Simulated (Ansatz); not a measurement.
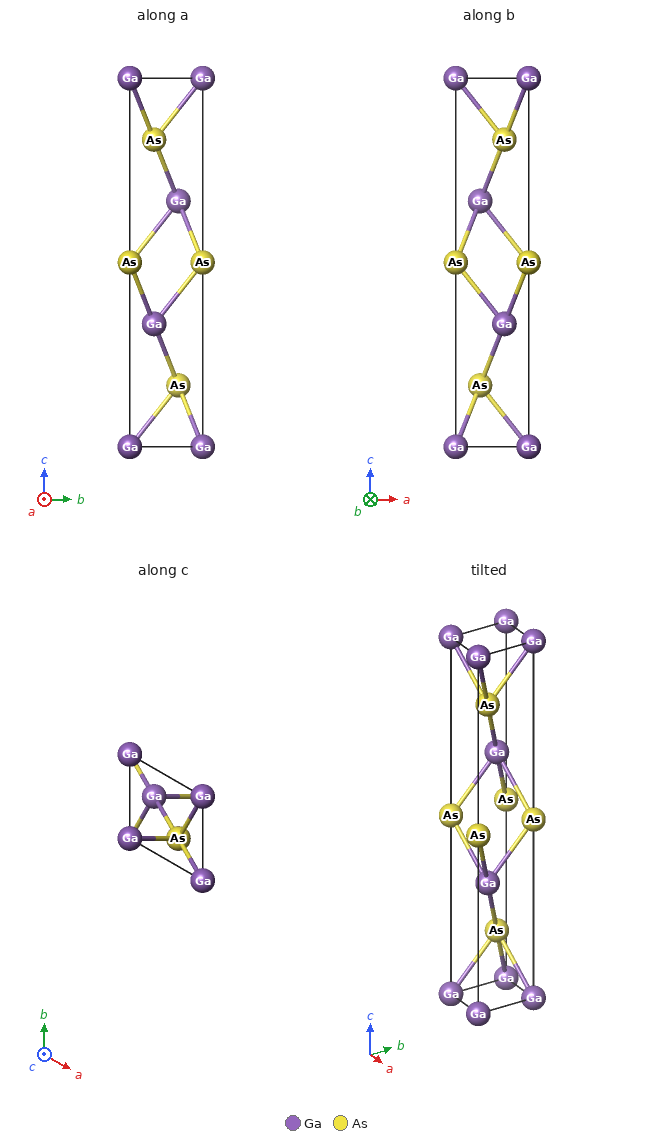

We look at a ball-and-stick model of the crystal along the a axis, along the b axis, along the c axis and slightly off an axis. The conventional unit cell is drawn as a box.

Lattice parameters: a = 3.103 Å, b = 3.103 Å, c = 13.603 Å, α = 90.00°, β = 90.00°, γ = 120.00°.

Set out the cell and atoms as a table of Wyckoff sites.

Answer. Space group R-3m:H (No. 166).
```tsv
atom	site	x	y	z
Ga	3a	0.0000	0.0000	0.0000
As	3b	0.3333	0.6667	0.1667
```

Provenance: a textbook structure type filled with these elements (whether it is the usual form wasn't checked). Earlier steps of the study may have refined or changed the cell and positions. It was set up as input for a calculation with Ansatz.
